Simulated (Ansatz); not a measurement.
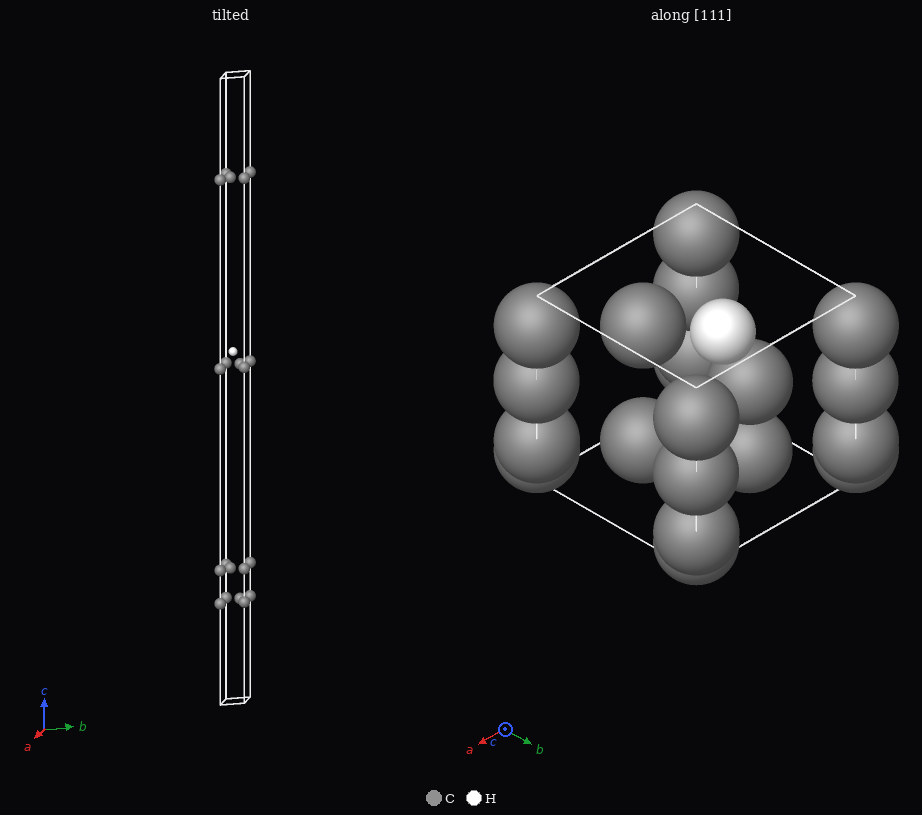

Spheres-only drawing of the structure, looking slightly off an axis and along [111]. The simulation cell is outlined; an atom on or near a face, edge or corner is repeated at each equivalent position. Cell: a = 2.465 Å, b = 2.465 Å, c = 63.440 Å, α = 90.00°, β = 90.00°, γ = 120.00°.

The material is HC$_{8}$. Content of the cell: 1 H, 8 C (Z = 1). H is coordinated by two C in a bent arrangement at about 1.4 Å.

Its origin is a structure listed in the Materials Project, from which a slab was cut and an adsorbate added. The atoms were relaxed in a fixed cell with DFT PBE+D3(BJ), scalar-relativistic, plane waves, PAW in Ansatz 0.2.0, but for four held in place.
